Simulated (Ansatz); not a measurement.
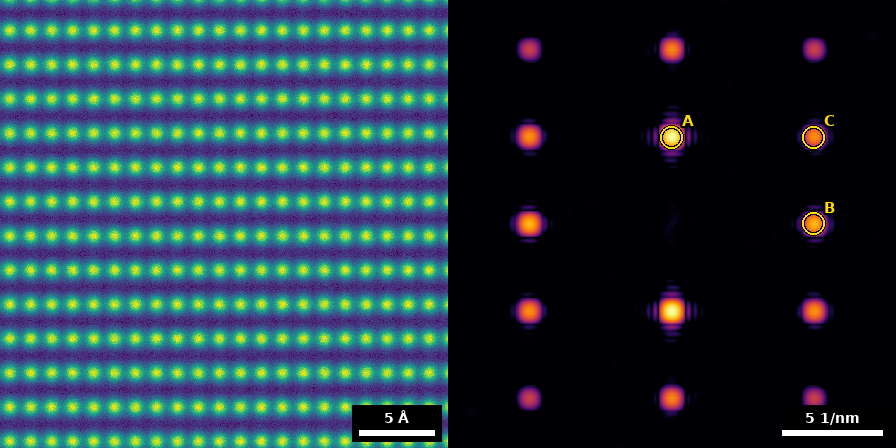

Integrated-DPC-like image of Pt (Fm-3m, No. 225) along [211]. Simulated as the projected potential of neutral atoms (B = 0.5 Å²) blurred by a 0.63 Å probe, the thin-sample limit of integrated differential phase contrast. The display is stretched by a gamma of 0.65; percentages refer to the linear signal. Shot noise was added. Structure: the input geometry of a calculation.

The right panel is the modulus of the image's Fourier transform on a logarithmic scale.

a = 3.972 Å, b = 3.972 Å, c = 3.972 Å, α = 90.00°, β = 90.00°, γ = 90.00°

Index the marked spots and give their plane spacings (the zone axis points at the viewer; indices equivalent by symmetry, or all signs reversed, are as good).

A: (1 -1 -1), d = 2.29 Å; B: (0 -2 2), d = 1.40 Å; C: (1 -3 1), d = 1.20 Å. A and B enclose 90°, and every spot obeys the zone law hu + kv + lw = 0 for [211].
